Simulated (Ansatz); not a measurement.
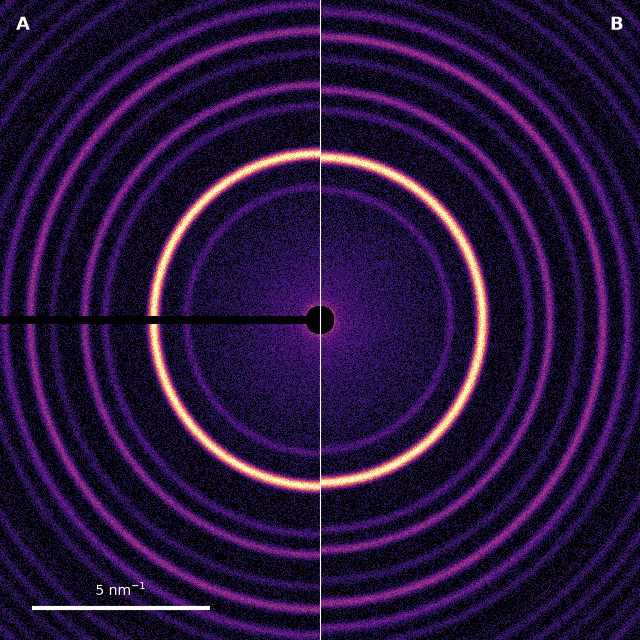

Simulated electron diffraction rings at 80 kV (λ = 0.0418 Å), scale in nm⁻¹ (radius = 1/d), for a fine-grained powder without texture. Kinematic intensities with B = 0.5 Å² for all atoms, without multiple scattering; brightness goes as intensity to the power 0.5, clipped at the top, with counting noise. Reflections closer than the ring width show as one ring. The left and right halves show two different samples, each scaled to its strongest ring.

Both are Ru in P6/mmm, with cells of different size. Origins: A, the input geometry of an electronic-structure calculation (not necessarily at equilibrium); the starting structure was generated, so it need not be a known form of this composition; B, the end point of a relaxation with DFT, BLYP, plane waves (420 eV) with PAW, scalar-relativistic in Ansatz 0.2.0; the starting structure was generated, so it need not be a known form of this composition.

Question: Which half has the larger cell, and by how much?

Answer: Half B: the volume of B is 7.1 % larger than that of A, and a larger cell draws the rings inwards on average.
A: a = 4.239 Å, b = 4.239 Å, c = 2.664 Å, α = 90.00°, β = 90.00°, γ = 120.00°; 001 at 3.75 nm⁻¹ (d = 2.66 Å), 101 + 110 at 4.68 nm⁻¹ (d = 2.16 + 2.12 Å), 111 at 6.03 nm⁻¹ (d = 1.659 Å), 201 at 6.62 nm⁻¹ (d = 1.512 Å).
B: a = 4.332 Å, b = 4.332 Å, c = 2.733 Å, α = 90.00°, β = 90.00°, γ = 120.00°; 001 at 3.66 nm⁻¹ (d = 2.73 Å), 101 + 110 at 4.57 nm⁻¹ (d = 2.21 + 2.17 Å), 111 at 5.89 nm⁻¹ (d = 1.697 Å), 201 at 6.47 nm⁻¹ (d = 1.547 Å).
